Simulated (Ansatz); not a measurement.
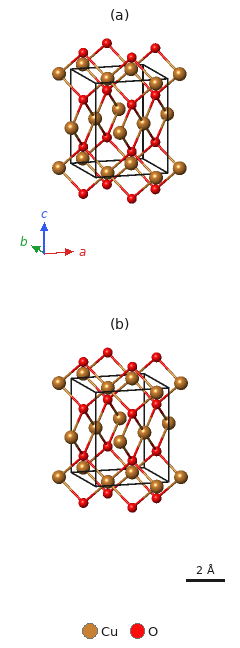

The structure of crystalline CuO (a generated structure, set up in Cccm) before (top) and after (bottom) a relaxation, at one scale.

The picture is a ball-and-stick view of the conventional cell (2 times the calculation's cell), seen slightly off an axis. Lengths and directions refer to the drawn axes.

The calculation used DFT PBE, scalar-relativistic, plane waves, PAW (Ansatz). Settings: plane-wave cutoff 420 eV; k-point mesh 16 × 16 × 10; occupations gaussian; smearing width 0.1 eV; no spin polarisation; cell and atoms relaxed; force threshold 0.01 eV/Å; at most 80 steps.

**Summarise the run.**

The run was cut off at its time limit before the relaxation converged, so the last structure is only a point on the way. Over 3 geometry steps the energy falls by 0.2 meV per atom. All forces vanish by symmetry, so only the cell relaxes. The pressure goes from 0.14 to −0.04 GPa. No atom moves by more than 0.005 Å relative to the cell. The drawn cell changes as follows: a 4.087 → 4.146 Å (+1.4 %), b 4.240 → 4.195 Å (−1.1 %), c 5.159 → 5.151 Å (−0.1 %); the volume changes by +0.2 %. The space group stays Cccm (No. 66).
